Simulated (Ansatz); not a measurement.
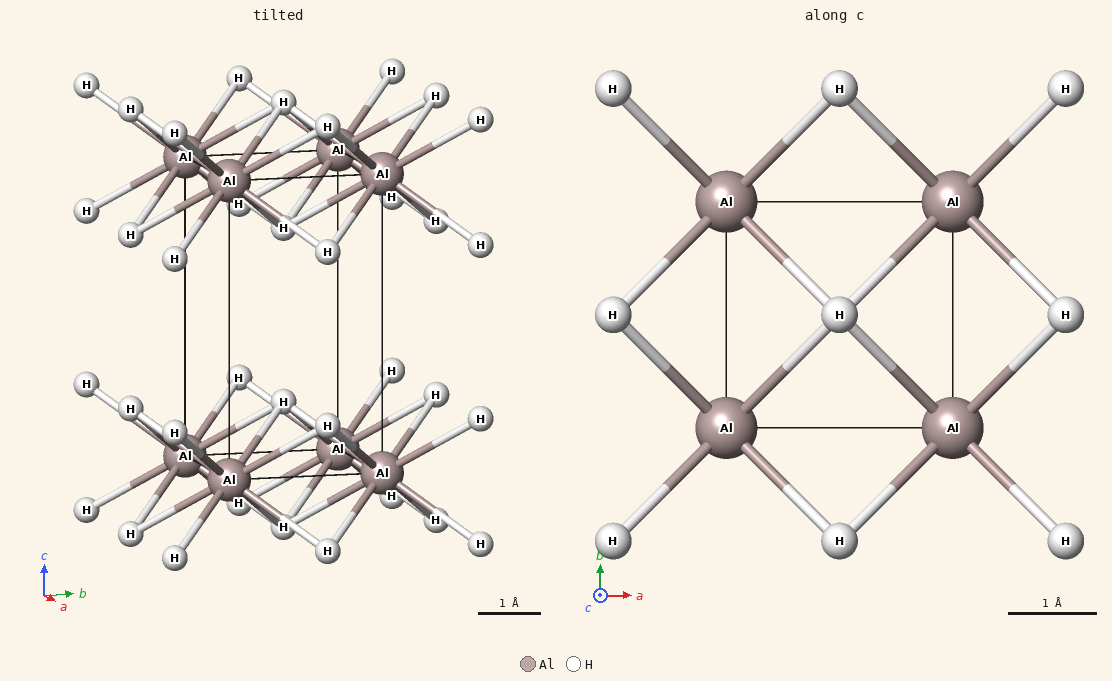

An orthographic ball-and-stick view of the structure, slightly off an axis and along the c axis. One conventional unit cell is framed, with atoms on its boundary repeated. Some neighbours outside the box are added. Cell: a = 2.58 Å, b = 2.58 Å, c = 4.91 Å, α = 90.00°, β = 90.00°, γ = 90.00°.

The initial geometry was a structure type filled with these elements by a generator (whether the compound takes this form wasn't checked). Earlier steps of the study may have refined or changed the cell and positions. It was the input of a calculation with Ansatz.

Characterise what is shown.

The structure is one of AlH₂. It belongs to space group P4/mmm (No. 123) and has a primitive tetragonal lattice. In the cell are 1 Al, 2 H, which makes 1 formula unit. The Al atoms are each bonded to eight H in a distorted cubic arrangement at about 2.1 Å. The H atoms are each bonded to four Al at about 2.1 Å. Not all metal-metal contacts are counted. The bonds build AlH2 layers parallel to (001).

The calculation used Ansatz, DFT PBE, scalar-relativistic, plane waves, PAW, with an energy cutoff of 420 eV, the zone sampled with 18×18×10 points, Gaussian smearing of 0.1 eV, no spin polarisation.

What is the band gap, if any?

A metal: bands cross the Fermi level.

What are the atomic charges by Bader's partition?

Al +1.48 e; H -0.74 e.

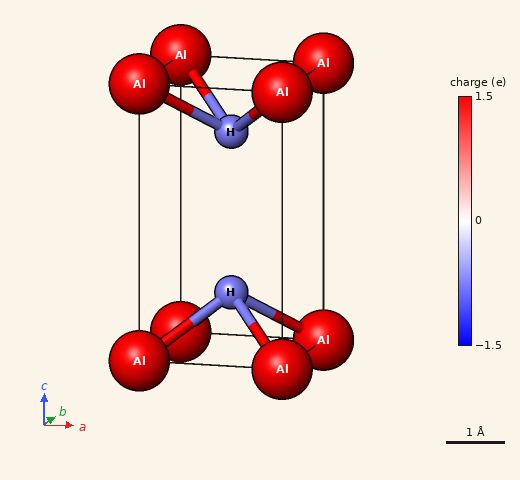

The atoms coloured by those charges. The run's cell of 3 atoms is drawn.

Is this an equilibrium geometry for the method given?

Yes. All forces vanish to within 0.01 eV/Å. The pressure is 0.0 GPa, close to zero.
